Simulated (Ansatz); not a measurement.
ZnGeN

Input file:

```
crystal:
  lattice:
    - [2.9630210954, 0.0, 0.0]
    - [-1.4815105477, 2.5660515406, 0.0]
    - [0.0, 0.0, 6.2466430977]
  atoms:
    - { symbol: Zn, position: [0.0, 0.0, 0.5735085494] }
    - { symbol: Ge, position: [0.0, 0.0, 0.1576135267] }
    - { symbol: "N", position: [0.0, 0.0, 0.8696418539] }
basis:
  ecutwfc: 420
kpoints:
  mp_grid: { grid: [18, 18, 8] }
hamiltonian:
  xc: pbe
scf:
  occupations: { method: gaussian, width: 0.1 }
output:
  forces: true
  stress: true
  eigenvalues: true
  write_density: true
  write_potential: true
  elf: true
  volumetric_format: npy
relax:
  adjacent_minimum: "off"
  f_tol: 0.01
  max_steps: 80
  cell: { stress_tol: 0.05 }
```

Command:

```sh
ansatz run input.yaml --threads 1 --pin off --max-ram 2048MiB --backend cpu --events-out ev --progress --plain --runs-dir out
```

Below, planes, directions and counts refer to the conventional cell (a = 3.55 Å, b = 3.55 Å, c = 5.78 Å, α = 90.00°, β = 90.00°, γ = 120.00°).

The fields are those of the relaxed geometry.

Space group P6mm; a structure generated by program, which may or may not match a known phase; computed without spin polarisation.

Computed with DFT PBE, scalar-relativistic, plane waves, PAW (Ansatz 0.2.0).

Core electrons are frozen (PAW), and the valence fields are smoothed inside the atomic spheres.

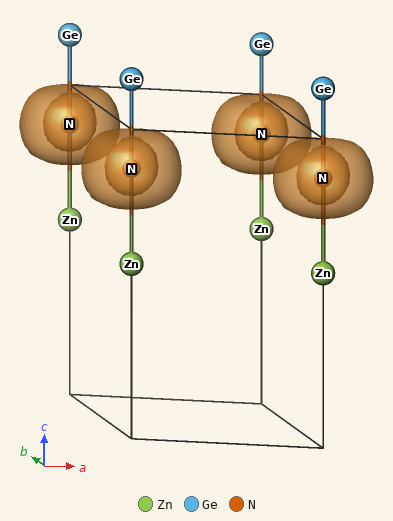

Figure 1. Isosurface of the ELF at 0.75 (orange), seen slightly off an axis. Core shells and regions of very low density are left out. Sticks mark near contacts.

What do the ELF domains correspond to?

At this value the surface marks out one region wrapped around N (its valence shell), counted in one cell of 3 atoms. Regions shared between cells count once.


Ge–N (1.67 Å): the ELF peaks at about 0.75 in the valence shell of N, 0.6 Å from its nucleus, and is about 0.60 at the midpoint. Zn–N (1.78 Å): the ELF peaks at about 0.80 in the valence shell of N, 0.6 Å from its nucleus, and is about 0.45 at the midpoint.

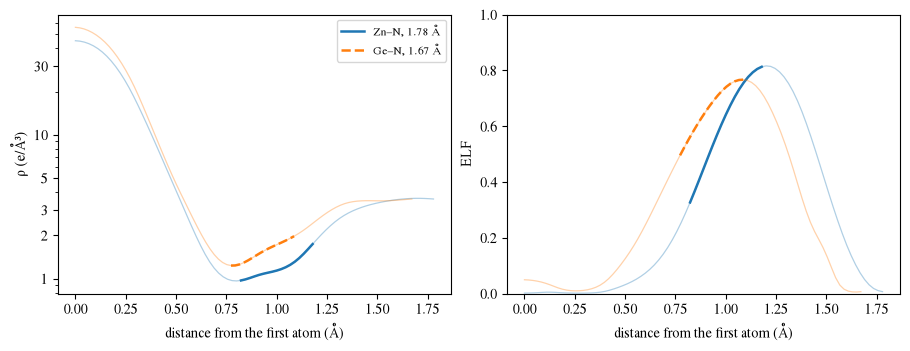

Figure 2. Valence pseudo-density and ELF along straight lines between neighbouring atoms. Thin, pale parts lie inside the atomic spheres.

Compare the contacts.

Zn–N (1.78 Å): ρ is about 1 e/Å³ halfway; the ELF peaks at about 0.80 in the valence shell of N, 0.6 Å from its nucleus, and is about 0.45 at the midpoint.
Ge–N (1.67 Å): the density is about 1.3 e/Å³ at the midpoint; the ELF peaks at about 0.75 in the valence shell of N, 0.6 Å from its nucleus, and is about 0.60 at the midpoint.

Metal or insulator at this level of theory?

It is gapless in this calculation (a metal or semimetal).
